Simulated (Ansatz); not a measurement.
AgCl. A set of calculations on one system.

Space group Fm-3m; the calculation finds a residual pressure of about −4 GPa at this fixed cell.

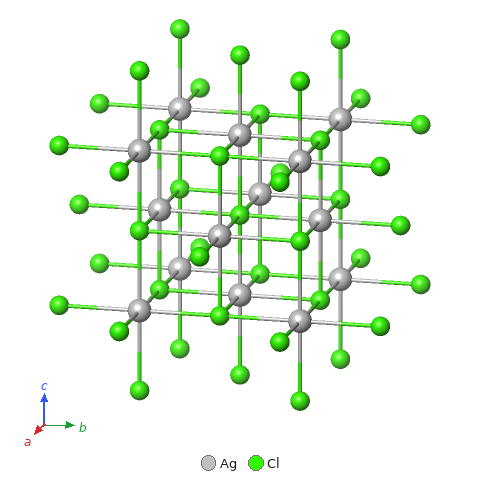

The conventional cell.

```
Ag Cl
1.0
     5.47000    0.00000    0.00000
     0.00000    5.47000    0.00000
     0.00000    0.00000    5.47000
Ag Cl
4 4
Direct
  0.00000 0.00000 0.00000
  0.50000 0.50000 0.00000
  0.50000 0.00000 0.50000
  0.00000 0.50000 0.50000
  0.50000 0.00000 0.00000
  0.00000 0.50000 0.00000
  0.00000 0.00000 0.50000
  0.50000 0.50000 0.50000
```

All numbers below come from Ansatz 0.2.0, DFT LDA, scalar-relativistic, plane waves, PAW.

Core electrons are frozen (PAW), so the maps are meaningful between the atoms, not at the nuclei.

Part 1: Bonding charge

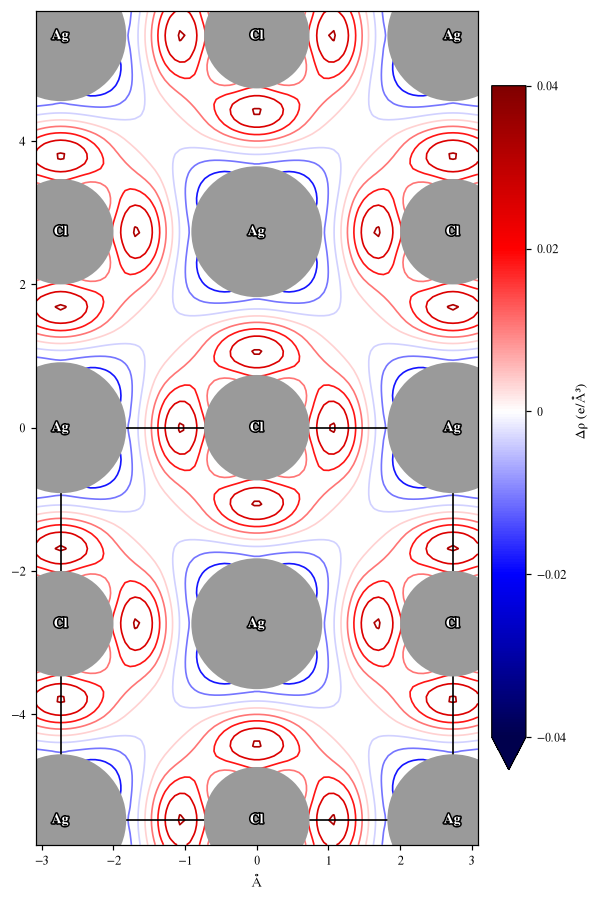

Deformation density (self-consistent density less superposed neutral spherical atoms): a map on the (100) plane of the conventional cell, with grey discs over the atomic cores. Cores are masked to 0.9 Å (Ag) and 0.7 Å (Cl).

Question: Describe the bonding charge.

Answer: Ag–Cl (2.73 Å): Δρ is +0.019 e/Å³ at the midpoint, so little or no bond charge builds up halfway. Over the whole cell, outside the masked cores, the largest gain, 0.03 e/Å³, lies 1.0 Å from a chlorine nucleus, and the largest loss lies at the edge of the masked core of Ag. The rearranged charge, half the integral of |Δρ|, is about 0.10 e an atom. Bader charges: Ag +0.53 and Cl −0.53 e.

Part 2: States by energy

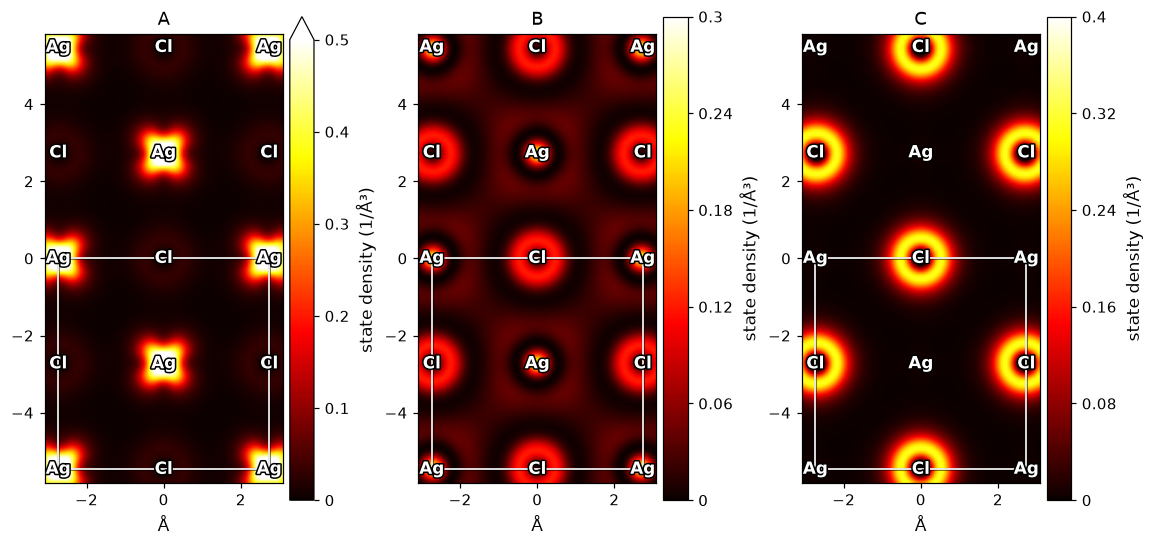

AgCl: densities of the states in three energy windows, on the (100) plane of the conventional cell.

Question: Match the panels to the energy ranges (zero at the valence-band maximum): −15.4 to −14.8 eV, −3.8 to −1.9 eV and +0.6 to +1.2 eV.

Answer: Panel A: −3.8 to −1.9 eV, the middle third of the upper valence band, mainly Ag 4d (85 %) and Cl 3p (15 %).
Panel B: +0.6 to +1.2 eV, the bottom of the conduction band, mainly Ag 5s (70 %), Cl 3s (20 %) and Cl 3p (10 %).
Panel C: −15.4 to −14.8 eV, a separate group of bands (semicore or deep states), mainly Cl 3s (95 %).
The characters are Löwdin shares on a minimal set of atomic orbitals.

Part 3: Taking out a sublattice

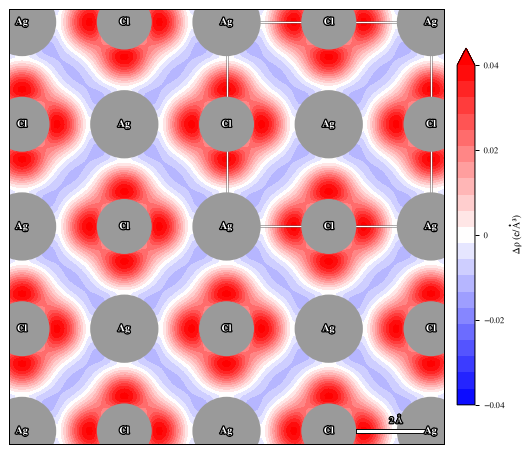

Density of the crystal less the densities of its Ag sublattice and of the rest (Cl), each computed alone with the atoms in place (the rest with spin, the Ag sublattice without): a map on the (001) plane of the conventional cell, with grey discs over the atomic cores. Cores are masked to 0.9 Å (Ag) and 0.7 Å (Cl).

Question: Which way does charge flow, and where does it go?

Answer: Over the whole cell, outside the masked cores, the largest gain, 0.04 e/Å³, lies 1.0 Å from a chlorine nucleus, and the largest loss, 0.014 e/Å³, lies 2.3 Å from a silver nucleus and 2.3 Å from a chlorine one.
About 0.2 e is rearranged for each Ag atom.
By Bader's partition Ag carries +0.53 e, so it gives electrons to the rest.

Question: What is E(crystal) − E(Ag sublattice) − E(rest) for each Ag atom?

Answer: E(crystal) − E(Ag sublattice) − E(rest) is −4.2 eV for each Ag atom (negative: bound). The references are the frozen sublattices, not the elements, so this isn't a formation energy. A moment in a sublattice run without spin would make it less negative.

Part 4: Change of volume

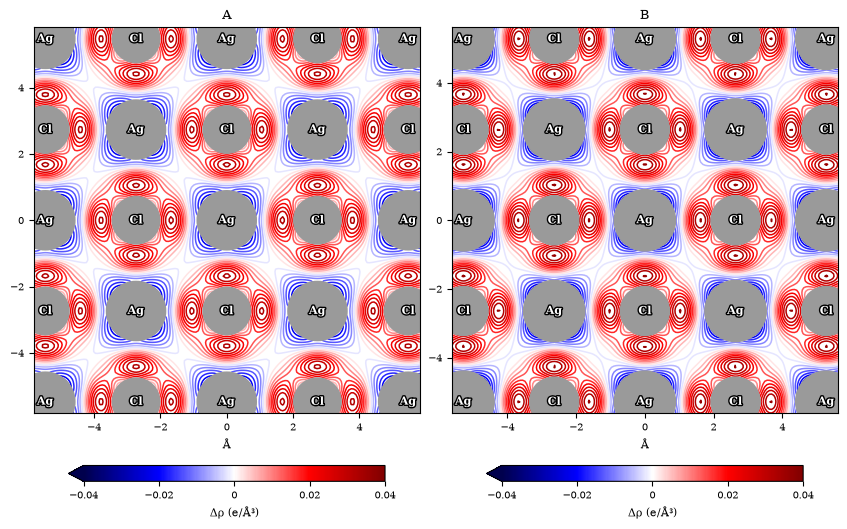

AgCl: deformation density on the (001) plane of the conventional cell at two volumes, with the same fractional coordinates and one colour scale. Grey discs cover the cores. Panel B has 90 % of the volume of panel A.

Question: How do bonds, bonding charge and pressure respond to this change of volume?

Answer: From A to B, Ag–Cl goes from 2.73 to 2.64 Å, and Δρ at its midpoint from +0.019 to +0.02 e/Å³.
The pressure is −3.8 GPa in A and 3.2 GPa in B.
Bader charges in A: Ag +0.53 and Cl −0.53 e; in B: Ag +0.52 and Cl −0.52 e.
The rearranged charge is 0.10 e an atom in A and 0.09 e in B.

Part 5: Moving an atom

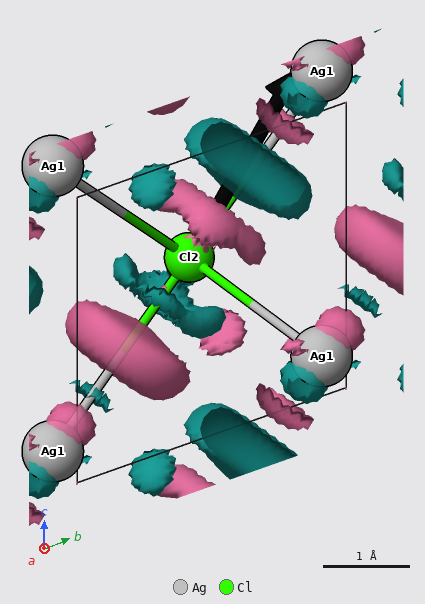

Cl2 was moved by 0.05 Å roughly along [−1 1 1] in the axes of the cell drawn (arrow, not to scale). Change of the density less the rigid motion of the neutral atom's own density: teal surfaces at +0.0015 and pink ones at −0.0015 e/Å³, in the cell of the calculation (origin moved) seen along the a axis.

Question: Describe the electronic response.

Answer: About 0.01 e is rearranged in the cell. Outside the cores the largest gain, 0.005 e/Å³, lies 1.2 Å from a chlorine nucleus and 1.5 Å from a silver one, and the largest loss, 0.004 e/Å³, lies 1.3 Å from a chlorine nucleus and 1.5 Å from a silver one.

Question: What restoring force does the calculation give for this move?

Answer: The force on it changes by 0.05 eV/Å along the move, against it: a stiffness of about 0.97 eV/Å² for this sublattice shift.

Part 6: Putting it together

Charge passes from Ag (Pauling electronegativity 1.93) to Cl (3.16), the direction that the scale predicts; the Bader charges fall short of whole formal charges, as they usually do. The two pressures give a mean stiffness −ΔP/Δln V of about 66 GPa over this range, with the atoms held at their fractional positions.
